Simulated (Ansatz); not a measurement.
Consider BN.

```
B N
1.0
     1.29356    2.22135    0.00000
    -3.81432    2.18304    0.00000
     0.00000    0.00000    4.22685
B N
4 4
Direct
  0.00000 0.33333 0.49972
  0.50000 0.83333 0.49972
  0.00000 0.66667 0.99972
  0.50000 0.16667 0.99972
  0.00000 0.33333 0.12528
  0.50000 0.83333 0.12528
  0.00000 0.66667 0.62528
  0.50000 0.16667 0.62528
```

Space group P2₁; a structure from a database of computed crystals, not necessarily the ambient phase; changed on purpose from its base cell (strain +0.0150 x Voigt [0, 0, 0, 0, 0, 1], atoms carried along).

Method: DFT PBE, scalar-relativistic, plane waves, PAW in Ansatz.

Predict the valence pseudo-density and electron localisation function between the atoms.

B–N (1.58 Å): ρ is about 1.4 e/Å³ halfway; the ELF peaks at about 0.95 between the atoms (a shared but strongly polarised pair).

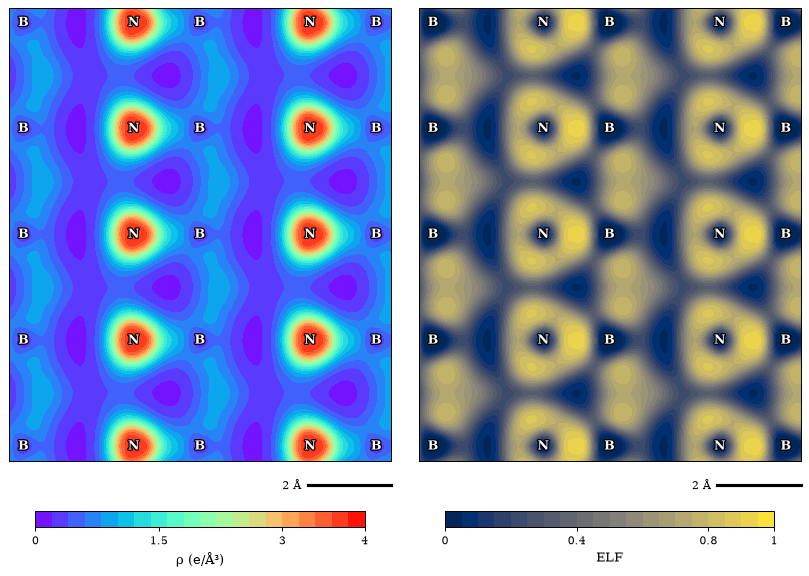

Computed valence pseudo-density and electron localisation function on the (11̄0) plane of the standardised cell, in this order. Atoms just off the plane (B, 0.7 Å away and N, 0.7 Å away) can leave unmarked features too.

In a PAW calculation such maps are meaningful between the atoms, not at the nuclei.
